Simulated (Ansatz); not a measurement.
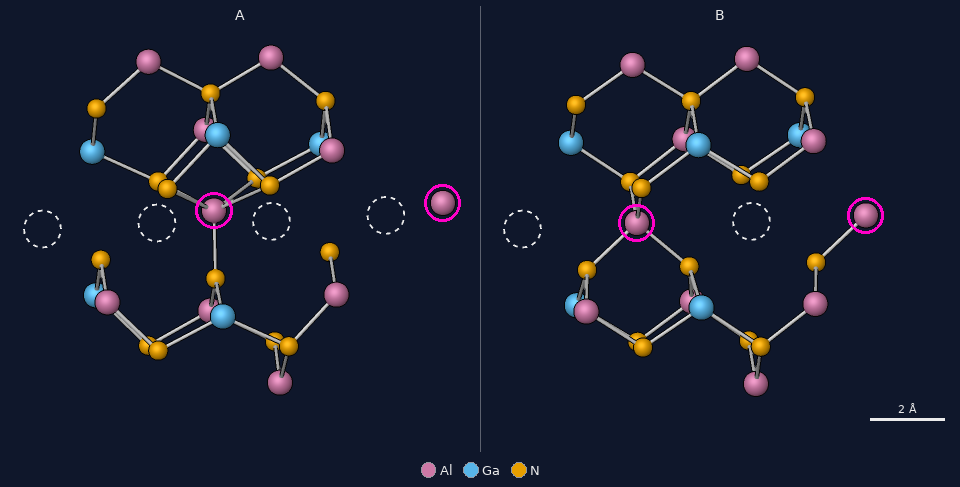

A vacancy jump of aluminium in Al3GaN4 (P-43m phase), in a neutral cell with 15 atoms, whose images lie 6.2 Å apart. One frame is the relaxed vacancy; in the other the neighbouring Al atom (ringed) was set half-way along its jump of 3.12 Å and all atoms were relaxed in the symmetry of that start. Dashed circles mark empty sites. The picture is a ball-and-stick view of the slice 3.8 Å thick through the jump, out to 4.8 Å from its middle, seen across the jump.

These are results of Ansatz, DFT PBEsol, scalar-relativistic, plane waves, PAW, not measurements. Set-up: plane-wave cutoff 420 eV; k-point mesh 4 × 4 × 4; occupations gaussian; smearing width 0.05 eV; no spin polarisation; atoms relaxed in a fixed cell; force threshold 0.02 eV/Å.

Question: What does the half-way point cost?

Answer: Frame A is the half-way start after relaxation. It lies 2.46 eV above the relaxed vacancy. The atom stays half-way, bowed 0.35 Å off the straight line. The symmetry of the start was kept and can hold it there, so for a path with one hump at the middle this is the barrier or an upper bound to it. There it has 1 N as nearest neighbours, the closest at 1.85 Å. Both cells are metallic on the mesh.

Limits of the set-up: the cell has an odd number of electrons but was run without spin polarisation; the periodic images lie only 6.2 Å apart, so the values are limited by the cell's size.
